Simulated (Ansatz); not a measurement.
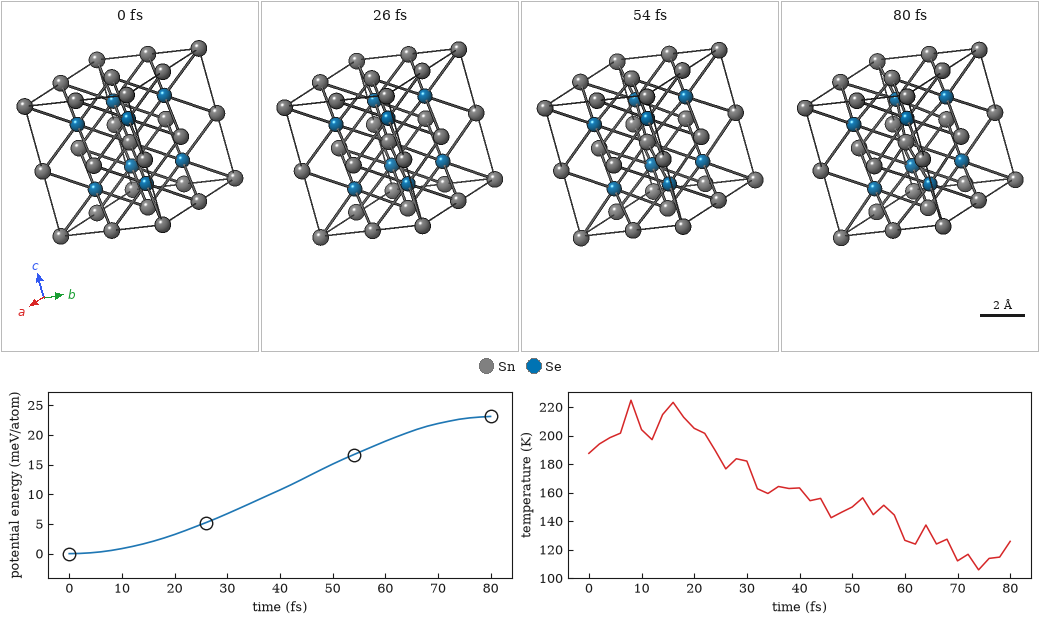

First-principles dynamics of a 16-atom cell of SnSe (built on the measured structure type), 80 fs long. Frames and the history of the run. A ball-and-stick model of the reduced simulation cell, seen slightly off an axis. Bonds to atoms that aren't drawn are left out. Lengths and directions refer to the drawn axes.

Method: DFT, PBE, plane waves, PAW in Ansatz. Settings: plane-wave cutoff 420 eV; k-point mesh 2 × 2 × 2; Fermi-Dirac smearing 0.02 eV; Langevin thermostat (NVT); set temperature 200 K; time step 2 fs.

The input:
```yaml
crystal:
  lattice:
    - [0.0, 5.9697789912, 5.9697789912]
    - [5.9697789912, 0.0, 5.9697789912]
    - [5.9697789912, 5.9697789912, 0.0]
  atoms:
    - { symbol: Sn, position: [0.0, 0.0, 0.0] }
    - { symbol: Se, position: [0.25, 0.25, 0.25] }
    - { symbol: Sn, position: [0.0, 0.0, 0.5] }
    - { symbol: Se, position: [0.25, 0.25, 0.75] }
    - { symbol: Sn, position: [0.0, 0.5, 0.0] }
    - { symbol: Se, position: [0.25, 0.75, 0.25] }
    - { symbol: Sn, position: [0.0, 0.5, 0.5] }
    - { symbol: Se, position: [0.25, 0.75, 0.75] }
    - { symbol: Sn, position: [0.5, 0.0, 0.0] }
    - { symbol: Se, position: [0.75, 0.25, 0.25] }
    - { symbol: Sn, position: [0.5, 0.0, 0.5] }
    - { symbol: Se, position: [0.75, 0.25, 0.75] }
    - { symbol: Sn, position: [0.5, 0.5, 0.0] }
    - { symbol: Se, position: [0.75, 0.75, 0.25] }
    - { symbol: Sn, position: [0.5, 0.5, 0.5] }
    - { symbol: Se, position: [0.75, 0.75, 0.75] }
kpoints:
  mp_grid: { grid: [2, 2, 2] }
hamiltonian:
  xc: pbe
scf:
  occupations: { method: fermi_dirac, width: 0.02 }
md:
  ensemble: nvt_langevin
  temperature: 200
  timestep: 2.0
  n_steps: 40
  initial_velocities: maxwell_boltzmann
  seed: 729
```

Launched with:
```bash
ansatz run input.yaml --threads 4 --pin off --max-ram 3686MiB --backend cpu --events-out ev --progress --plain --runs-dir out
```

Describe the run.

Answer. The mean temperature in the second half is 135 K (standard deviation 17 K). That is still far from the set 200 K: the thermostat hasn't settled it within this run. The temperature is still falling (179 K in the second quarter, 120 K in the last), so the run isn't equilibrated. The potential energy is still drifting at the end, so the run hasn't reached equilibrium. The potential energy in the second half lies on average 18.2 meV per atom above the first frame. Root-mean-square distances from the starting positions over the second half, with the common drift of all atoms taken out: Se 0.11 Å, Sn 0.11 Å. The run lasts only 80 fs, too short to tell vibration from diffusion.

Cost: 4.4 min on 4 threads of Arm Neoverse V1, with other jobs on the host, peak memory 1.9 GiB.
